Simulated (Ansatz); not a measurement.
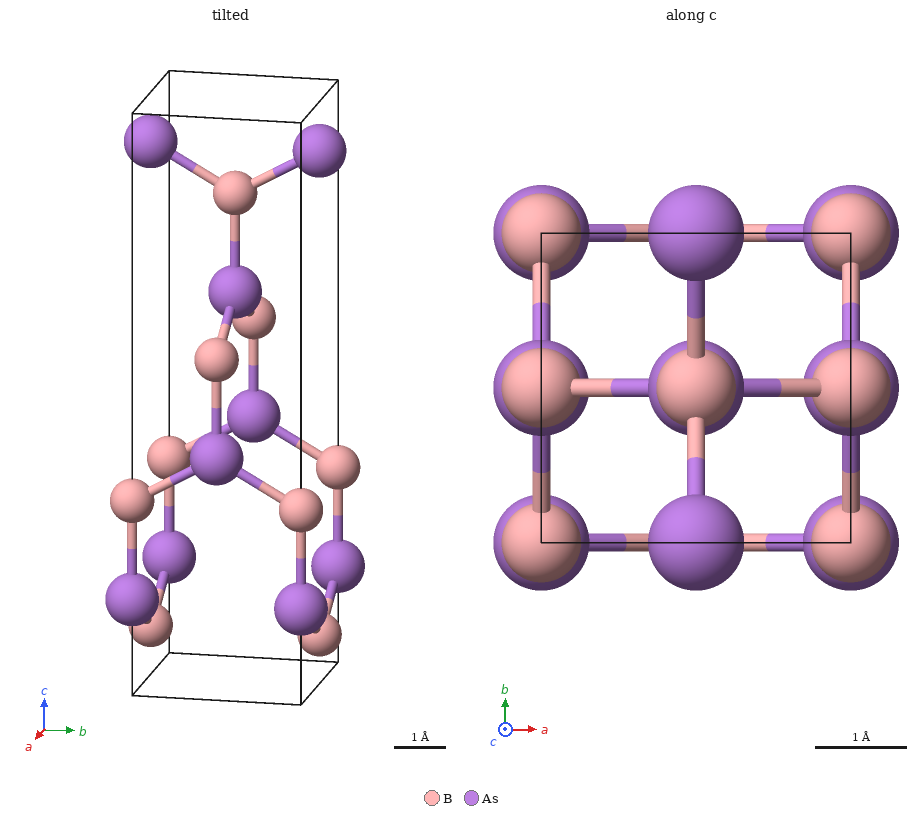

Drawn in the ball-and-stick manner and seen slightly off an axis and along the c axis. The lines enclose the conventional unit cell; boundary atoms appear with their images. Cell: a = 3.41 Å, b = 3.41 Å, c = 11.87 Å, α = 90.00°, β = 90.00°, γ = 90.00°.

It derives from a structure type filled with these elements by a generator (whether the compound takes this form wasn't checked). Earlier steps of the study may have refined or changed the cell and positions. A calculation with Ansatz used it as input.

Q: Caption:

A: Formula: BAs. The atoms follow space group I4_1md (No. 109); the Bravais lattice is body-centred tetragonal. With Z = 4, the cell contains 4 B, 4 As. About every B there are three As in a trigonal planar arrangement at about 2.0 Å. Each As atom has three B in a trigonal planar arrangement at about 2.0 Å around it. The bonds build a three-dimensional framework.

Computational set-up: Ansatz 0.2.0, DFT PBE, scalar-relativistic, plane waves, PAW, cutoff 420 eV, k-points about 0.14 Å⁻¹ apart, Gaussian smearing of 0.1 eV, no spin polarisation.

Q: Classify it as metallic or gapped, with the value.

A: A metal: bands cross the Fermi level.

Q: What charge does Bader's analysis assign to each element?

A: B +0.23 e; As -0.23 e.

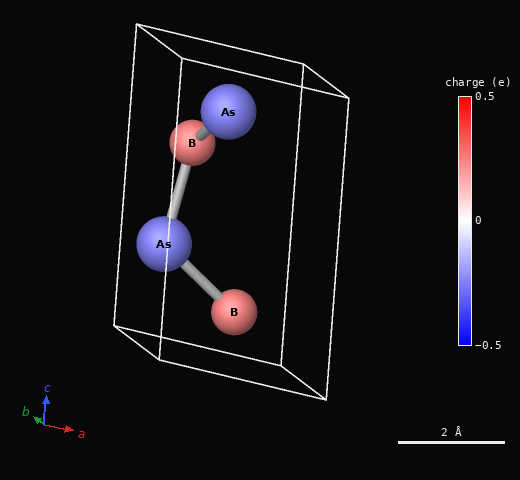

The atoms coloured by those charges. The run's cell of 4 atoms is drawn in a reduced setting, so axes and origin can differ from the first picture.

Q: Does this geometry sit at a stationary point of the energy?

A: Yes. All forces vanish to within 0.01 eV/Å. The pressure is 0.0 GPa, close to zero.
